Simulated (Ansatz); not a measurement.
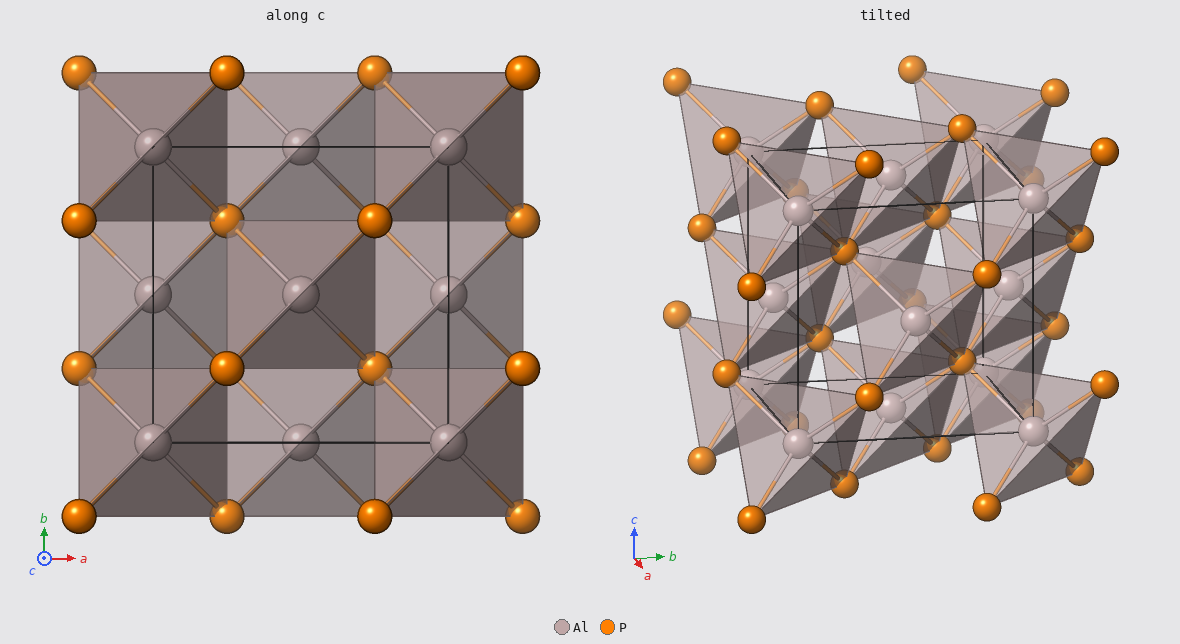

Structure drawing (polyhedral), viewed along the c axis and slightly off an axis. The edges of the conventional unit cell are marked. Some neighbours outside the box are added.

AlP, space group F-43m (No. 216), a = 5.40 Å, b = 5.40 Å, c = 5.40 Å, α = 90.00°, β = 90.00°, γ = 90.00°.

Method: DFT PBE, scalar-relativistic, plane waves, PAW in Ansatz 0.2.0; a cutoff energy of 420 eV, k-points about 0.21 Å⁻¹ apart, Gaussian smearing of 0.02 eV, no spin polarisation.

> What does the calculation say: metal or gapped?

A semiconductor at this level, with a gap of 1.51 eV.

> Which way would the volume go on relaxing?

The computed pressure is 5.7 GPa (compressed: it would expand).

The structure was taken from a structure listed in the Materials Project. The cell was then strained or its atoms displaced on purpose. It was run through Ansatz as a DFT input.

At this level of theory the cell isn't at rest (compressed, at 6 GPa), so its distances can differ from those at equilibrium, the more so the softer the solid.
